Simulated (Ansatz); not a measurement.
System: a slab cut from Si₂Mo (slab content Si₄Mo₃), space group I4/mmm (No. 139).

Starting cell:
```yaml
crystal:
  lattice:
    - [-1.60840, 1.60840, 3.93650]
    - [1.60840, -1.60840, 3.93650]
    - [1.60840, 1.60840, -3.93650]
  atoms:
    - { symbol: Si, position: [0.33510, 0.33510, 0.00000] }
    - { symbol: Si, position: [0.66490, 0.66490, 0.00000] }
    - { symbol: Mo, position: [0.00000, 0.00000, 0.00000] }
```

Calculation (Ansatz 0.2.0): spacing and rumpling of the atomic planes of a slab cut from the relaxed bulk cell along the Miller plane (conventional indices), bottom to top, after all atoms relax, plane waves with PAW datasets, Γ-centred k mesh. Level: PBE, no spin polarisation.

- space group in which the indices count: 139
- Miller index h: 0
- Miller index k: 0
- Miller index l: 1
- top plane: Mo
- bottom plane: Mo
- planes: 7
- surface cell: (1, 1)
- slab thickness as cut: 7.87 Å
- vacuum: 15 Å
- surface area: 10.35 Å²
- surface a: 3.217 Å
- surface b: 3.217 Å
- surface angle: 90 °
- slab atoms: 7
- wave cutoff: 420 eV
- k mesh: 11×11×1
- occupations: Gaussian
- smearing width: 0.1 eV
- boundary: dipole corrected

Predict the spacing change of each pair of planes. The cases: 1–2; 2–3; 3–4; 4–5; 5–6; 6–7.

The least value, −0.162 Å, is that of 1–2 and 6–7, and the largest, 0.028 Å, that of 2–3 and 5–6. In rising order: 1–2 (−0.162), 6–7 (−0.162), 3–4 (0.027), 4–5 (0.027), 2–3 (0.028), 5–6 (0.028), in Å. The spacing to next, in Å, is 1.136 for 1–2, 1.368 for 2–3, 1.326 for 3–4, 1.326 for 4–5, 1.368 for 5–6 and 1.136 for 6–7. The content of the two planes is Mo and Si for 1–2, Si and Si for 2–3, Si and Mo for 3–4, Mo and Si for 4–5, Si and Si for 5–6 and Si and Mo for 6–7.

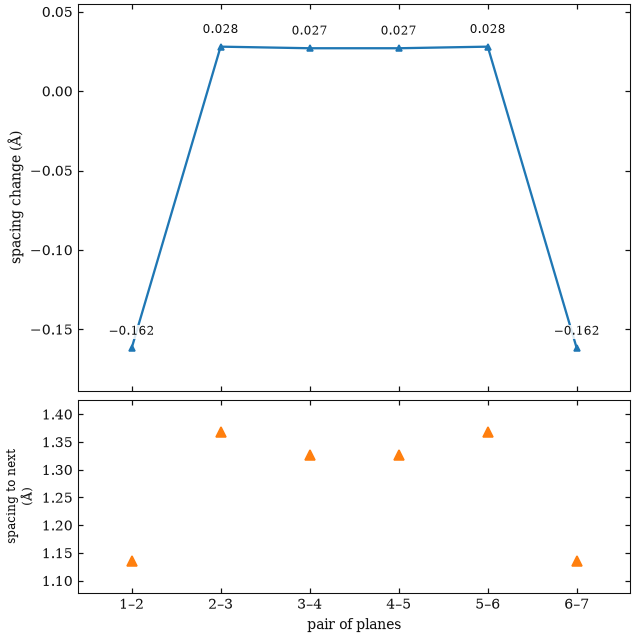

Note: k mesh lowers the symmetry; xc potential rough in thin density.
